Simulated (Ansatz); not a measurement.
**C18O (cell with a defect): density, localisation and related maps**

```yaml
crystal:
  lattice:
    - [-0.73307, 3.69739, -3.37028]
    - [-0.73307, -3.69739, -3.37028]
    - [-5.67096, 0.00000, 3.40266]
  atoms:
    - { symbol: C, position: [0.36843, 0.70074, 0.11369] }
    - { symbol: C, position: [0.38282, 0.37988, 0.77353] }
    - { symbol: C, position: [0.03369, 0.03078, 0.11825] }
    - { symbol: C, position: [0.39522, 0.05797, 0.43835] }
    - { symbol: C, position: [0.06734, 0.72080, 0.76727] }
    - { symbol: C, position: [0.70370, 0.36555, 0.11369] }
    - { symbol: C, position: [0.06092, 0.39231, 0.43834] }
    - { symbol: C, position: [0.72377, 0.06446, 0.76727] }
    - { symbol: C, position: [0.72048, 0.71756, 0.43959] }
    - { symbol: C, position: [0.26698, 0.59876, 0.88541] }
    - { symbol: C, position: [0.28268, 0.27976, 0.55039] }
    - { symbol: C, position: [0.92619, 0.92327, 0.87917] }
    - { symbol: C, position: [0.27876, 0.93345, 0.22238] }
    - { symbol: C, position: [0.95498, 0.61674, 0.54764] }
    - { symbol: C, position: [0.60173, 0.26411, 0.88540] }
    - { symbol: C, position: [0.93641, 0.27588, 0.22236] }
    - { symbol: C, position: [0.61964, 0.95203, 0.54766] }
    - { symbol: C, position: [0.58927, 0.58633, 0.22613] }
    - { symbol: O, position: [0.81616, 0.81325, 0.02876] }
```

The calculation used Ansatz 0.2.0, DFT PBE+D3(BJ), scalar-relativistic, plane waves, PAW.

The density is the valence pseudo-density of a PAW calculation; it isn't the true density close to the nuclei.

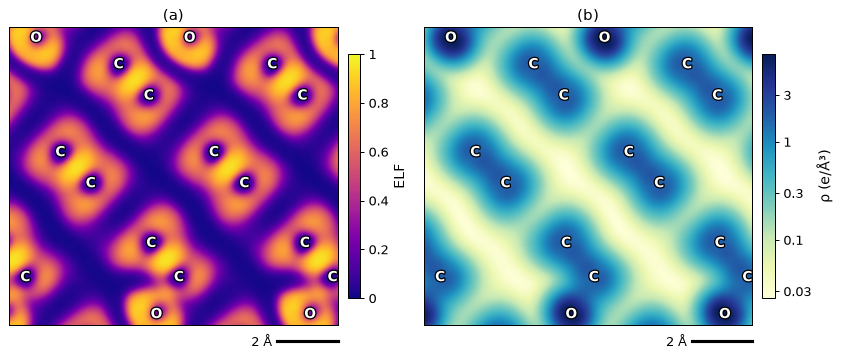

Figure 1. (a) ELF; (b) valence pseudo-density on the (101) plane of the calculation cell.

Q: What do the fields say about this system?

A: The plane passes through C and O nuclei. C–O (1.43 Å): ρ at the midpoint is about 1.9 e/Å³; the ELF peaks at about 0.75 between the atoms: a polar covalent bond. C–C (1.43 Å): ρ at the midpoint is about 2 e/Å³; the ELF peaks at about 0.95 between the atoms: localised, covalent bonding. Between the atoms the lowest density in this plane is 0.03 e/Å³. The ELF also peaks beside O, away from the bonds: lone-pair regions.

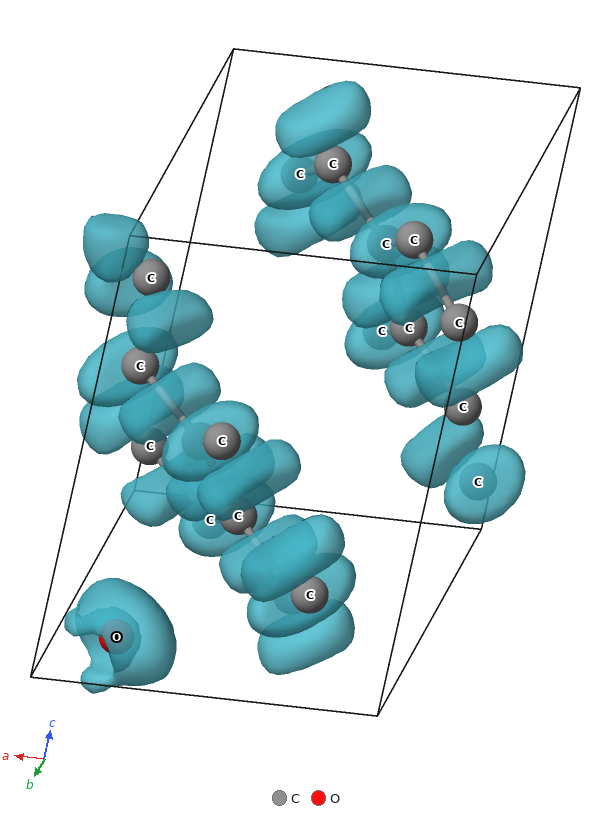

Figure 2. Isosurface of the ELF at 0.75 (cyan), seen at an oblique angle. Core shells and regions of very low density are left out. Sticks mark near contacts.

Q: Where are the electrons localised?

A: At this value the surface marks out 27 regions between bonded C–C atoms (shared pairs) and one region on O in which the atom's valence shell and bonds are merged, counted in one cell of 19 atoms. Any copies at cell faces, edges or corners count once.


C–C (1.40 Å): the ELF peaks at about 0.95 between the atoms: a covalent bond.

Q: Does the calculation give a band gap?

A: It is gapped, with a Kohn–Sham gap of 0.52 eV on the k-point mesh (the band edges may lie off the mesh, which would make the gap smaller).
